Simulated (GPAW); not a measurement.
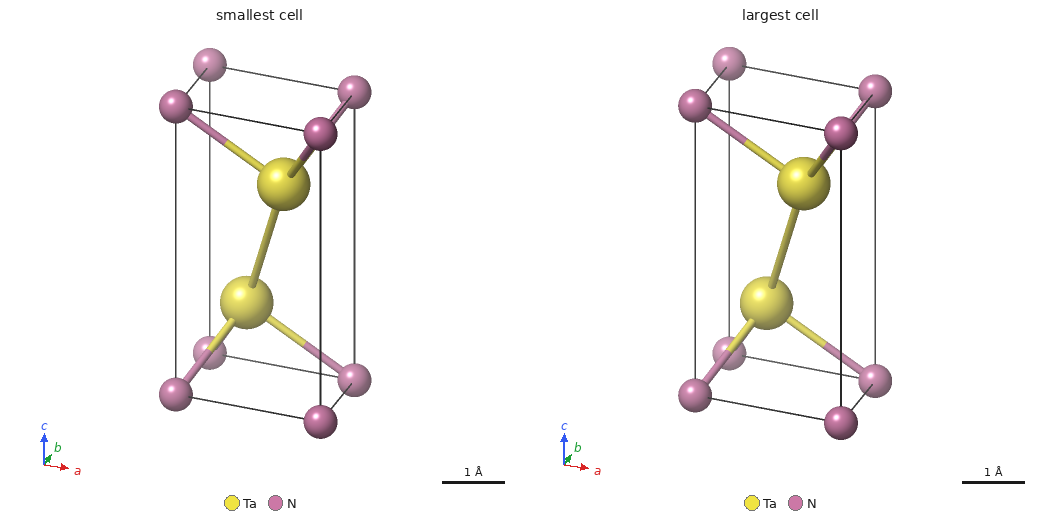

Ta₂N, space group P-3m1 (No. 164), relaxed (cell and atoms, zero pressure) with five choices of dispersion term on top of PBEsol; the smallest and the largest of the relaxed conventional cells are drawn to one scale (sticks follow a distance rule). The start was a structure listed in the Materials Project. It needn't be the stable form of this composition.

Alike in all runs: GPAW 26.7.0; functional PBEsol; potentials PAW data sets generated in the run's folder for this functional; cutoff 800 eV; k mesh 7 × 7 × 4 on the run's cell of 3 atoms; occupations fermi-dirac, width 0.05 eV; no spin polarisation; no spin-orbit coupling. All runs are metallic.

```tsv
level	volume (Å³/atom)	a (Å)	c (Å)
D3(BJ)	12.91	3.062	4.769
none	?	?	?
D4	13.11	3.080	4.787
D3(BJ)-ATM	12.96	3.067	4.774
D3	12.95	3.066	4.770
```

What does none give?

Answer. Volume 13.20 Å³/atom; a 3.087 Å; c 4.797 Å. That is the largest volume of all.

Order the levels by the relaxed volume, smallest first.

Answer. D3(BJ) (12.91 Å³/atom), D3 (12.95 Å³/atom), D3(BJ)-ATM (12.96 Å³/atom), D4 (13.11 Å³/atom), none (13.20 Å³/atom). Rows within a few tenths of a per cent can't be told apart.

Caveat: later steps reuse the first step's grids; pairwise dispersion terms can overbind metals strongly; spin-orbit coupling is left out, which matters for Ta, if less for volumes and forces than for levels.
